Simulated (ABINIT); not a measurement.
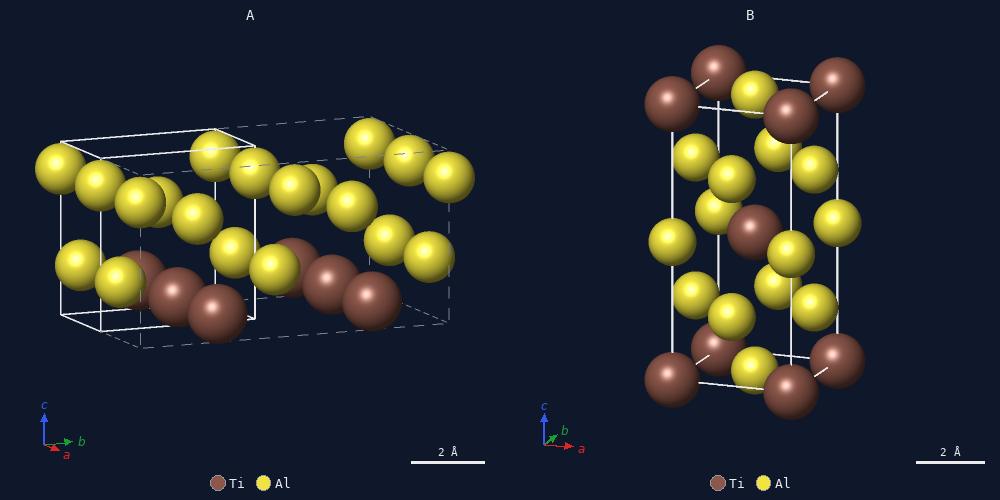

Two structures of TiAl₃, each relaxed (cell and atoms) at zero pressure; conventional cells in solid outline, small ones repeated, each panel with its own scale. Alike in all runs: ABINIT 10.8.3 (patched build); functional LDA; potentials JTH PAW LDA v2.0; cutoff 408 eV; occupations fermi-dirac, width 0.05 eV; no spin polarisation; no spin-orbit coupling. The k meshes have like spacings.

Question: Give the type and space group of each panel.

Answer: A: 4 atoms a cell on a primitive orthorhombic lattice, Pmm2; B: 8 atoms a cell on a body-centred tetragonal lattice, I4/mmm.

Question: Rank them by energy, lowest first.

Answer: B, then A (+164 meV/atom), static energies at zero smearing.

Question: Collect the results in a table.

Answer:
| panel | space group | E − E(lowest) (meV/atom) | volume (Å³/atom) |
| --- | --- | --- | --- |
| B | I4/mmm | 0 | 15.2 |
| A | Pmm2 | 164 | 15.5 |

The starts are database entries or structure types tried for this composition, and the most stable form need not be among them.
